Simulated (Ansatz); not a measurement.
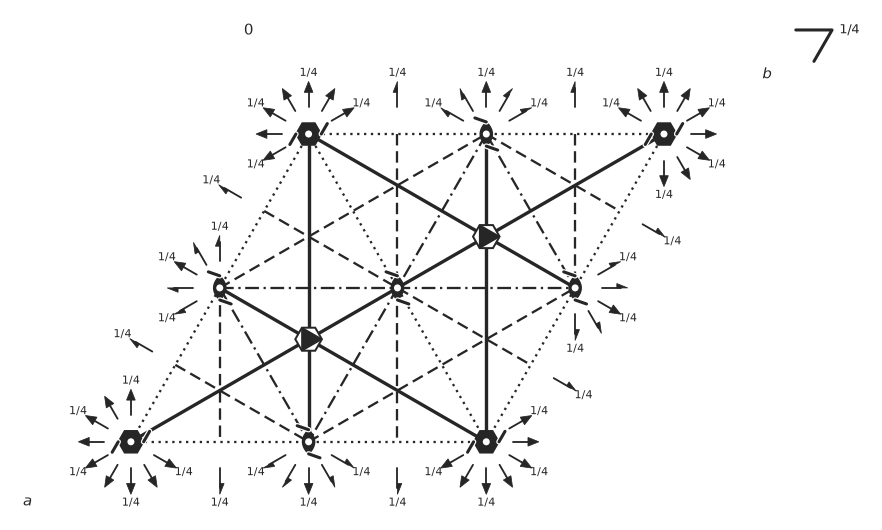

Symmetry elements of a space group, projected down c, computed from the operations of a computed or model structure of composition Ni, which need not be its known form.

Graphical symbols as in the International Tables (origin upper left, heights as fractions; handed screw axes are marked by their printed symbols).

### Which space group is it?

P6₃/mmc (No. 194); primitive hexagonal, point group 6/mmm, 24 general positions a cell.

### List the elements shown.

−6 axes along c at (1/3, 2/3), (2/3, 1/3); 6₃ axes along c at (0, 0); 2₁ axes along c at (0, 1/2), (1/2, 0), (1/2, 1/2); inversion centres at (0, 0), (0, 1/2), (1/2, 0), (1/2, 1/2); mirror planes holding c and [1 2 0] or [2 1 0] or [−1 1 0]; in-plane glide planes holding c and [1 2 0] or [2 1 0] or [−1 1 0]; c glide planes normal to a*, at x = 0; n glide planes normal to a*, at x = 1/2; c glide planes normal to b*, at y = 0; n glide planes normal to b*, at y = 1/2; c glide planes holding c and [1 1 0]; diagonal glide planes holding c and [1 1 0]; a mirror plane normal to c at height 1/4; 2 axes along [1 1 0] at height 0; 2 axes along [1 2 0] at height 1/4; 2 axes along [2 1 0] at height 1/4; 2 axes along [−1 1 0] at height 1/4; 2 axes along a at height 0; 2 axes along b at height 0; 2₁ axes along [1 1 0] at height 0; 2₁ axes along [1 2 0] at height 1/4; 2₁ axes along [2 1 0] at height 1/4; 2₁ axes along [−1 1 0] at height 1/4; 2₁ axes along a at height 0; 2₁ axes along b at height 0. Heights repeat every half period; positions are (a, b) fractions, modulo 1.
